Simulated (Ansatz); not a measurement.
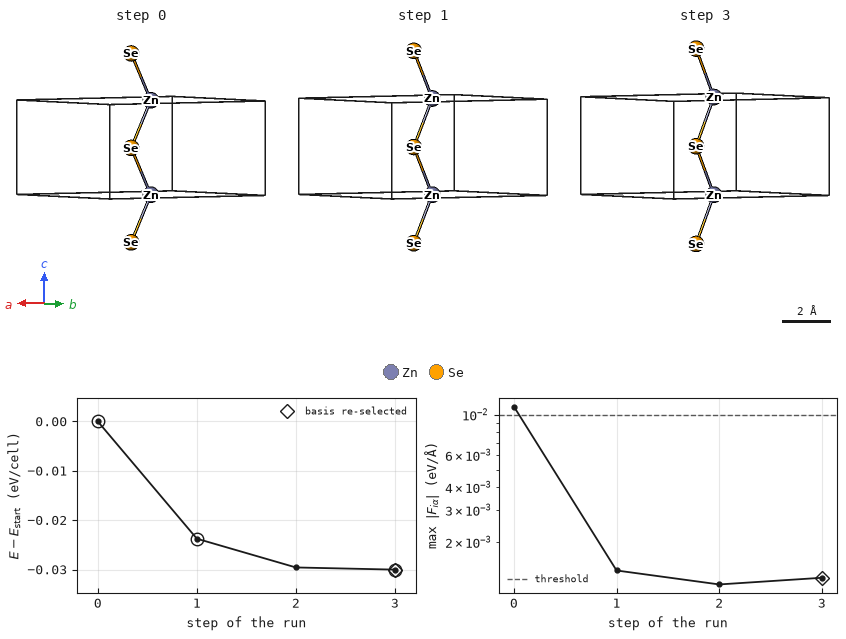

Frames of a relaxation of a wire of composition ZnSe, marked on the history of the run. Style: ball-and-stick. Shown: the cell of the calculation, with the vacuum cut short, from a free direction.

Case: zigzag chain of atoms.

Method: Ansatz 0.2.0, DFT PBE, scalar-relativistic, plane waves, PAW.

Input
```yaml
crystal:
  lattice:
    - [10.0, 0.0, 0.0]
    - [0.0, 9.3, 0.0]
    - [0.0, 0.0, 4.0207746269]
  atoms:
    - { symbol: Zn, position: [0.4497403172, 0.5, 0.0], spin: 0.5 }
    - { symbol: Se, position: [0.5502596828, 0.5, 0.5], spin: 0.5 }
basis:
  ecutwfc: 420
kpoints:
  mp_grid: { grid: [1, 1, 16] }
hamiltonian:
  xc: pbe
scf:
  occupations: { method: gaussian, width: 0.05 }
output:
  forces: true
  stress: true
  eigenvalues: true
  populations: true
  write_density: true
  write_potential: true
  elf: true
  volumetric_format: npy
magnetization:
  spin_polarized: true
relax:
  adjacent_minimum: "off"
  f_tol: 0.01
  max_steps: 45
  cell: { fix: [a, b, alpha, beta, gamma], stress_tol: 0.03 }
```

Launched with:
```bash
ansatz run input.yaml --threads 2 --pin off --max-ram 5120MiB --backend cpu --events-out ev --progress --plain --runs-dir out
```

Question: What happens along the run?

Answer: Over 2 accepted moves (3 points after the start) the energy falls by 30.0 meV per cell of the calculation. Largest force component: 0.011 eV/Å at the start, 0.0013 eV/Å at the end. The SCF was repeated once at an unchanged geometry on a basis and grid sized afresh for the cell, which shifted the energy by 0.4 meV per cell of the calculation at most. The largest moves relative to the layer's centre, 0.045 Å, are those of Zn1 and Se2. Largest moves by element: Zn 0.045 Å, Se 0.045 Å. Along the periodic axis the drawn cell goes c 4.021 → 4.158 Å (+3.4 %). Some distances before and after: Zn1–Se2 2.248 → 2.272 Å. Bond angles that change, for instance: Se2–Zn1–Se2 126.9° → 132.5°, Zn1–Se2–Zn1 126.9° → 132.5°. The program noted that the starting moments weren't kept. From step 0 to 1: Zn and Se atoms move most (0.03 Å), energy −23.8 meV per cell of the calculation. From step 1 to 3: Zn and Se atoms move most (0.02 Å), energy −6.3 meV per cell of the calculation.

```csv
step,"E − E(0), meV/atom","largest force component, eV/Å",note
0,0.00,0.0111,
1,-11.88,0.0014,
2,-14.79,0.0012,
3,-15.01,0.0013,"same geometry, new basis"
```
